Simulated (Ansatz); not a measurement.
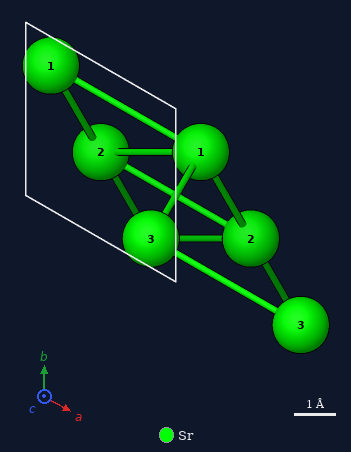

Starting structure of solid Sr (built on the database_12 type). The picture is a ball-and-stick view of the conventional cell (3 times the calculation's cell), repeated 2 × 1 × 1 with one cell outlined, seen along the c axis. Lengths and directions refer to the drawn axes.

Case: structure listed in a database for this formula (C2/m, No. 12).

Method: DFT PBEsol, scalar-relativistic, plane waves, PAW in Ansatz.

Input
```yaml
crystal:
  lattice:
    - [3.7437411953, -2.1636345507, 0.0]
    - [3.7437411953, 2.1636345507, 0.0]
    - [-2.5249313947, 0.0, 10.5801523658]
  atoms:
    - { symbol: Sr, position: [0.0, 0.0, 0.5] }
    - { symbol: Sr, position: [0.22234435, 0.22234435, 0.16667078] }
    - { symbol: Sr, position: [0.77765565, 0.77765565, 0.83332922] }
basis:
  ecutwfc: 420
kpoints:
  mp_grid: { grid: [12, 12, 6] }
hamiltonian:
  xc: pbesol
scf:
  occupations: { method: gaussian, width: 0.1 }
output:
  forces: true
  stress: true
  eigenvalues: true
relax:
  adjacent_minimum: "off"
  f_tol: 0.01
  max_steps: 80
  cell: { stress_tol: 0.05 }
```

### Where does the relaxation end?

The largest moves relative to the cell, 0.006 Å, are those of Sr2 and Sr3. Sr3 goes along [0 1 −1]. The drawn cell changes as follows: a = b 4.324 → 4.193 Å (−3.0 %), c 31.741 → 30.862 Å (−2.8 %), α 89.9° → 90.0°, β 90.1° → 90.0°; the volume changes by −8.6 %. Some distances before and after: Sr1–Sr1 4.327 → 4.194 Å, Sr2–Sr3 4.324 → 4.207 Å. The space group (tolerance 0.01 Å) goes from C2/m (No. 12) to R-3m (No. 166). After 3 accepted moves (4 points after the start) the energy has fallen by 47.4 meV per cell of the calculation. The largest force component goes from 0.0084 to 0.0026 eV/Å. The pressure goes from −0.96 to −0.01 GPa. The SCF was repeated once at an unchanged geometry on a basis and grid sized afresh for the cell, which shifted the energy by 0.2 meV per cell of the calculation at most. The run took of the order of 2.9 core-minutes on a shared host.

After the run, drawn alike:

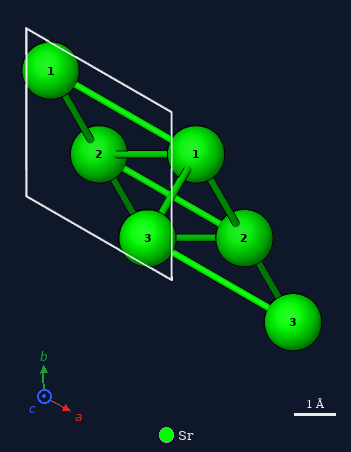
